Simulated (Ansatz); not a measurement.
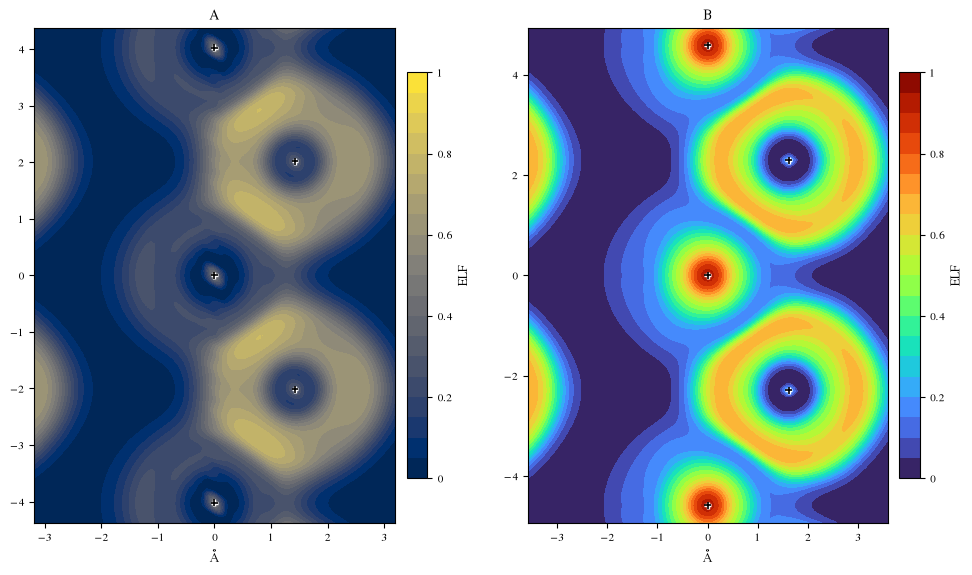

The ELF of 2 systems, each on a plane through atoms (crosses mark nuclei in the plane).

Computed with DFT r2SCAN, spin-orbit coupling, plane waves, PAW in Ansatz.

System 1: GaAs, the (011) plane of the conventional cell. Space group F-43m; a generated structure, not necessarily the stable one.

```
CELL_PARAMETERS angstrom
5.69069 0.00000 0.00000
0.00000 0.00000 -5.69069
0.00000 5.69069 0.00000
ATOMIC_POSITIONS crystal
Ga 0.50000 0.50000 0.00000
Ga 0.00000 0.50000 0.50000
Ga 0.00000 0.00000 0.00000
Ga 0.50000 0.00000 0.50000
As 0.25000 0.75000 0.25000
As 0.75000 0.75000 0.75000
As 0.75000 0.25000 0.25000
As 0.25000 0.25000 0.75000
```

System 2: CdTe, the (101) plane of the conventional cell. Space group F-43m; a generated structure, not necessarily the stable one.

```
Cd Te
1.0
     6.48100    0.00000    0.00000
     0.00000    0.00000   -6.48100
     0.00000    6.48100    0.00000
Cd Te
4 4
Cartesian
  3.2405 0.0000 -3.2405
  0.0000 3.2405 -3.2405
  0.0000 0.0000 0.0000
  3.2405 3.2405 0.0000
  1.6202 1.6202 -4.8607
  4.8607 4.8607 -4.8607
  4.8607 1.6202 -1.6202
  1.6202 4.8607 -1.6202
```

Which map belongs to which system?

Panel A is system 1, GaAs: the plane holds Ga and As. Ga–As (2.46 Å): the ELF peaks at about 0.80 between the atoms (a shared electron pair). Panel B is system 2, CdTe: the plane holds Cd and Te. Cd–Te (2.81 Å): the ELF is about 0.50 at the midpoint.
